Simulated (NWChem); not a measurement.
# C4H8 (1-butene) at 6 levels

Wanted: a comparison of 6 runs (TPSS/6-31G*, revPBE/6-31G*, B3LYP/6-31G*, BLYP/6-31G*, PBE0/6-31G*, SVWN5/6-31G*) of C4H8 (1-butene). 

The results are computed with NWChem 7.3.0.

## 1. The system as given

C4H8: 12 atoms, total charge 0, spin state singlet. SMILES: `C=CCC`. The C3–H8 distance was set to 1.423 Å, away from the relaxed value.

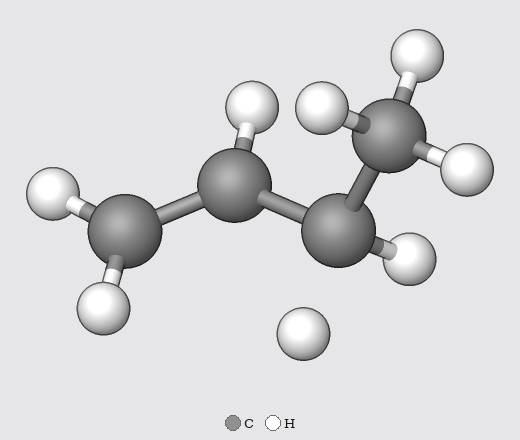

The structure, seen from a chosen angle (carbon grey, hydrogen white).

## 2. A single-point energy at TPSS/6-31G(d) (spherical functions) (run 1)

Contents of calc.nw:

```
START calc
TITLE "C4H8 TPSS"
memory stack 880 mb heap 220 mb global 1100 mb
GEOMETRY units bohr noautosym nocenter noautoz
  C      0.37058852     3.55587686     0.80695463
  C      1.18411562     1.63723793    -0.58218305
  C     -0.27796548    -0.71017986    -1.13247129
  C      1.05277965    -3.08310896    -0.18439570
  H     -1.50042931     3.54491645     1.65033940
  H      1.53409290     5.20617469     1.14993992
  H      3.07818811     1.72303149    -1.38607254
  H     -2.72555199    -0.51929674    -0.03703863
  H     -0.55575523    -0.86967275    -3.18074544
  H      2.93305715    -3.26527856    -1.02097745
  H      1.28332624    -3.02792896     1.86614612
  H     -0.01775020    -4.78102788    -0.66627586
END
BASIS spherical bse
  * library 6-31G*
END
DFT
  xc xtpss03 ctpss03
  grid xfine
  convergence energy 1e-08
  iterations 100
  mulliken
  print low
END
TASK dft
```

Run with:

```bash
nwchem calc.nw > calc.out
```

Output:

```text
[...]
 d= 0,ls=0.0,diis     1   -157.1698841256 -2.74D+02  7.39D-03  2.72D-01     6.7
[...]
 d= 0,ls=0.0,diis    10   -157.2086615331 -1.68D-09  6.28D-07  3.00D-09    66.9
         Total DFT energy =     -157.208661533133
      One electron energy =     -440.159085732218
           Coulomb energy =      191.171057511608
    Exchange-Corr. energy =      -24.659344706325
 Nuclear repulsion energy =      116.438711393801
[...]
      Total Density - Mulliken Population Analysis
     ---------------------------------------------
    Atom       Charge   Shell Charges
 -----------   ------   -------------------------------------------------------
    1 C    6     6.36   2.00  0.68  2.05  0.59  1.00  0.03
    2 C    6     6.04   2.00  0.69  2.04  0.49  0.79  0.04
    3 C    6     6.27   2.00  0.66  2.00  0.66  0.91  0.04
    4 C    6     6.46   2.00  0.67  2.11  0.65  1.00  0.03
    5 H    1     0.85   0.54  0.32
    6 H    1     0.85   0.54  0.32
    7 H    1     0.86   0.54  0.32
    8 H    1     0.95   0.44  0.51
    9 H    1     0.84   0.54  0.30
   10 H    1     0.85   0.53  0.31
[...]
```

Run time: 68 s. Hardware: 1 thread of Intel Xeon Platinum 8488C (Sapphire Rapids), shared host; peak memory 0.14 GiB.

## 3. The energy at revPBE/6-31G(d) (spherical functions) (run 2)

Contents of input.nw:

```
start input
title "C4H8"
memory total 2200 mb

geometry units angstroms noautosym nocenter noautoz
 C        0.196107       1.881689       0.427022
 C        0.626607       0.866389      -0.308078
 C       -0.147093      -0.375811      -0.599278
 C        0.557107      -1.631511      -0.097578
 H       -0.793993       1.875889       0.873322
 H        0.811807       2.754989       0.608522
 H        1.628907       0.911789      -0.733478
 H       -1.442300      -0.274800      -0.019600
 H       -0.294093      -0.460211      -1.683178
 H        1.552107      -1.727911      -0.540278
 H        0.679107      -1.602311       0.987522
 H       -0.009393      -2.530011      -0.352578
end

basis spherical bse
 C library 6-31G*
 H library 6-31G*
end

dft
 xc revpbe cpbe96
 grid xfine
 convergence energy 1e-08
 maxiter 100
 mulliken
 print low
end

task dft energy
```

Run with:

```bash
nwchem input.nw > input.out
```

Output:

```text
[...]
 d= 0,ls=0.0,diis     1   -157.0917529095 -2.74D+02  7.80D-03  3.25D-01     6.2
[...]
 d= 0,ls=0.0,diis    10   -157.1292684822 -3.08D-09  8.08D-07  4.79D-09    47.5
         Total DFT energy =     -157.129268482172
      One electron energy =     -440.186077476734
           Coulomb energy =      191.184217510608
    Exchange-Corr. energy =      -24.566128279195
 Nuclear repulsion energy =      116.438719763150
[...]
      Total Density - Mulliken Population Analysis
     ---------------------------------------------
    Atom       Charge   Shell Charges
 -----------   ------   -------------------------------------------------------
    1 C    6     6.35   2.00  0.69  2.06  0.59  0.99  0.03
    2 C    6     6.04   2.00  0.69  2.05  0.49  0.78  0.03
    3 C    6     6.28   2.00  0.66  2.00  0.67  0.92  0.04
    4 C    6     6.47   2.00  0.67  2.12  0.65  1.01  0.03
    5 H    1     0.85   0.53  0.32
    6 H    1     0.86   0.53  0.32
    7 H    1     0.86   0.53  0.33
    8 H    1     0.94   0.44  0.50
    9 H    1     0.84   0.53  0.30
   10 H    1     0.84   0.53  0.31
[...]
```

Run time: 48 s. Hardware: 1 thread of Intel Xeon Platinum 8488C (Sapphire Rapids), shared host; peak memory 0.14 GiB.

Runs 3 to 4 aren't shown in full; the table further down has their settings and results.

## 4. A single-point energy at PBE0/6-31G(d) (spherical functions) (run 5)

Contents of work.nw:

```
start work
title "C4H8 PBE0"
memory stack 880 mb heap 220 mb global 1100 mb
geometry units angstrom noautosym nocenter noautoz
C      0.196107     1.881689     0.427022
C      0.626607     0.866389    -0.308078
C     -0.147093    -0.375811    -0.599278
C      0.557107    -1.631511    -0.097578
H     -0.793993     1.875889     0.873322
H      0.811807     2.754989     0.608522
H      1.628907     0.911789    -0.733478
H     -1.442300    -0.274800    -0.019600
H     -0.294093    -0.460211    -1.683178
H      1.552107    -1.727911    -0.540278
H      0.679107    -1.602311     0.987522
H     -0.009393    -2.530011    -0.352578
end
basis spherical bse
* library 6-31G*
end
dft
xc pbe0
grid xfine
convergence energy 1e-08
iterations 100
mulliken
end
task dft energy
```

Run with:

```bash
nwchem work.nw > work.out
```

Output:

```text
[...]
          Wavefunction type:  closed shell.
          No. of atoms     :    12
          No. of electrons :    32
[...]
          Charge           :     0
          Spin multiplicity:     1
[...]
          AO basis - number of functions:    72
[...]
              XC Information
              --------------
                         PBE0 Method XC Functional
                     Hartree-Fock (Exact) Exchange  0.250
          PerdewBurkeErnzerhof Exchange Functional  0.750
            Perdew 1991 LDA Correlation Functional  1.000 local
           PerdewBurkeErnz. Correlation Functional  1.000 non-local
[...]
 d= 0,ls=0.0,diis     1   -156.9441892539 -2.73D+02  5.95D-03  2.58D-01     5.7
[...]
 d= 0,ls=0.0,diis     8   -156.9771269508  6.79D-09  4.99D-06  2.94D-07    47.9
         Total DFT energy =     -156.977126950811
      One electron energy =     -440.138546672846
           Coulomb energy =      191.124263446640
    Exchange-Corr. energy =      -24.401563487756
 Nuclear repulsion energy =      116.438719763150
[...]
      Total Density - Mulliken Population Analysis
     ---------------------------------------------
    Atom       Charge   Shell Charges
 -----------   ------   -------------------------------------------------------
    1 C    6     6.39   2.00  0.68  2.05  0.60  1.04  0.03
    2 C    6     6.07   2.00  0.69  2.03  0.49  0.83  0.04
    3 C    6     6.32   2.00  0.65  1.99  0.68  0.97  0.04
    4 C    6     6.52   2.00  0.66  2.11  0.67  1.05  0.03
    5 H    1     0.83   0.52  0.31
    6 H    1     0.83   0.52  0.31
    7 H    1     0.84   0.52  0.31
    8 H    1     0.92   0.43  0.49
    9 H    1     0.82   0.52  0.30
   10 H    1     0.82   0.52  0.31
[...]
```

Run time: 49 s. Hardware: 1 thread of Intel Xeon Platinum 8488C (Sapphire Rapids), shared host; peak memory 0.14 GiB.

## 5. A single-point energy at SVWN5/6-31G(d) (spherical functions) (run 6)

Contents of work.nw:

```
start work
title "C4H8"
memory stack 880 mb heap 220 mb global 1100 mb

geometry noautosym nocenter noautoz
   C     0.196107    1.881689    0.427022
   C     0.626607    0.866389   -0.308078
   C    -0.147093   -0.375811   -0.599278
   C     0.557107   -1.631511   -0.097578
   H    -0.793993    1.875889    0.873322
   H     0.811807    2.754989    0.608522
   H     1.628907    0.911789   -0.733478
   H    -1.442300   -0.274800   -0.019600
   H    -0.294093   -0.460211   -1.683178
   H     1.552107   -1.727911   -0.540278
   H     0.679107   -1.602311    0.987522
   H    -0.009393   -2.530011   -0.352578
end

basis spherical bse
   * library 6-31G*
end

dft
   xc slater vwn_5
   grid xfine
   convergence energy 1e-08
   maxiter 100
   mulliken
   noprint "final vectors analysis"
end

task dft energy
```

Run with:

```bash
nwchem work.nw > work.out
```

Output:

```text
[...]
          Wavefunction type:  closed shell.
          No. of atoms     :    12
          No. of electrons :    32
[...]
          Charge           :     0
          Spin multiplicity:     1
[...]
          AO basis - number of functions:    72
[...]
              XC Information
              --------------
                        Slater Exchange Functional  1.000 local
                      VWN V Correlation Functional  1.000 local
[...]
 d= 0,ls=0.0,diis     1   -155.6269382211 -2.72D+02  8.36D-03  4.80D-01     2.8
[...]
 d= 0,ls=0.0,diis    10   -155.6639034556 -2.28D-09  5.24D-07  2.29D-09    17.8
         Total DFT energy =     -155.663903455558
      One electron energy =     -440.228036131205
           Coulomb energy =      191.173312502213
    Exchange-Corr. energy =      -23.047899589716
 Nuclear repulsion energy =      116.438719763150
[...]
      Total Density - Mulliken Population Analysis
     ---------------------------------------------
    Atom       Charge   Shell Charges
 -----------   ------   -------------------------------------------------------
    1 C    6     6.38   2.00  0.68  2.08  0.58  1.02  0.03
    2 C    6     6.04   2.00  0.68  2.07  0.46  0.80  0.03
    3 C    6     6.30   2.00  0.65  2.03  0.64  0.95  0.03
    4 C    6     6.53   2.00  0.66  2.15  0.64  1.06  0.03
    5 H    1     0.85   0.50  0.35
    6 H    1     0.84   0.50  0.34
    7 H    1     0.85   0.50  0.35
    8 H    1     0.92   0.41  0.51
    9 H    1     0.82   0.50  0.32
   10 H    1     0.82   0.50  0.33
[...]
```

It took 19 s on 1 thread of Intel Xeon Platinum 8488C (Sapphire Rapids), shared host; peak memory 0.15 GiB.

## 6. The series

| run | level | energy (Eh) | wall time |
| --- | --- | --- | --- |
| 1 | TPSS/6-31G* (spherical functions) | -157.208662 | 68 s |
| 2 | revPBE/6-31G* (spherical functions) | -157.129268 | 48 s |
| 3 | B3LYP/6-31G* (spherical functions) | -157.182532 | 77 s |
| 4 | BLYP/6-31G* (spherical functions) | -157.077946 | 46 s |
| 5 | PBE0/6-31G* (spherical functions) | -156.977127 | 49 s |
| 6 | SVWN5/6-31G* (spherical functions) | -155.663903 | 19 s |

## 7. Results

| quantity | value |
| --- | --- |
| run 6: total energy | -155.66390 Eh |
| run 6: dipole moment | 0.55 D |

What this shows: Over runs 3, 4, 5, 6 the dipole moment (its size) runs from 0.54 D (PBE0/6-31G*) to 0.58 D (BLYP/6-31G*). Over runs 3, 4, 5 the HOMO–LUMO gap runs from 5.76 eV (BLYP/6-31G*) to 8.05 eV (PBE0/6-31G*). Totals of different functionals can't be ranked against each other. All runs together took 5.1 min, the longest 77 s.
